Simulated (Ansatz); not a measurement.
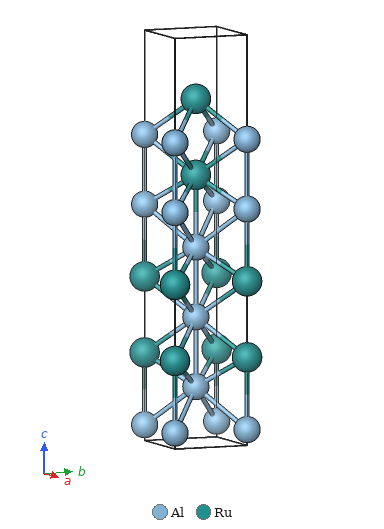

Shown here is a ball-and-stick view of the crystal, taken slightly off an axis. One conventional unit cell is framed, with atoms on its boundary repeated.

It has the composition Al3Ru2. The symmetry is that of P4mm (No. 99), on a primitive tetragonal lattice. With Z = 2, the cell contains 6 Al, 4 Ru. By contacts within bonding range, the coordination numbers are Al 5 to 10 (mean 8.8) and Ru 4 to 9 (mean 7.8). Not all metal-metal contacts are counted.

Starting structure: a structure listed in the Materials Project. The cell was then strained or its atoms displaced on purpose. It was run through Ansatz as a DFT input.

At this level of theory the cell isn't at rest (stretched, at -5 GPa and forces up to 1.3 eV/Å), so its distances can differ from those at equilibrium, the more so the softer the solid.
